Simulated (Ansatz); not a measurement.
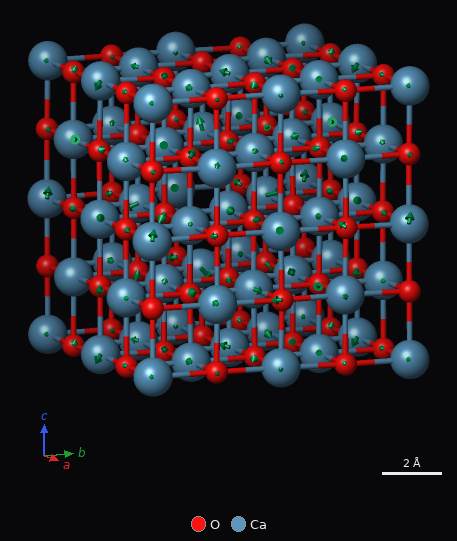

A relaxation of a defect cell of composition O31Ca32. The starting structure is drawn; green arrows show the displacements, magnified 10 times.

A ball-and-stick model of the cell of the calculation, seen slightly off an axis.

Theory: DFT, PBEsol, PAW, plane waves in Ansatz. (plane-wave cutoff 420 eV; k-point mesh 1 × 1 × 1; mesh shifted by (0.25, 0.25, 0.25); no spin polarisation; atoms relaxed in a fixed cell; force threshold 0.03 eV/Å; at most 80 steps)

> What happened in the run?

After 1 geometry step the energy has fallen by 0.304 eV per cell of the calculation. Largest force component: 0.7 eV/Å at the start, 0.027 eV/Å at the end. The atom that moves furthest is a Ca atom (0.068 Å roughly along [1 3 1]). Largest moves by element: Ca 0.068 Å, O 0.054 Å. The lattice vectors keep their values. Near-neighbour distances that change, for instance: Ca–Ca 3.357 → 3.442 Å, Ca–O 2.413 → 2.331 Å, Ca–O 2.304 → 2.381 Å, Ca–O 2.453 → 2.388 Å. Among the angles between lasting bonds that change: O–Ca–O 176.2° → 179.9°, Ca–O–Ca 177.0° → 179.9°, Ca–O–Ca 89.2° → 92.0°. Cost: 100 s on 7 threads of Arm Neoverse-V2, peak memory 1.8 GiB.
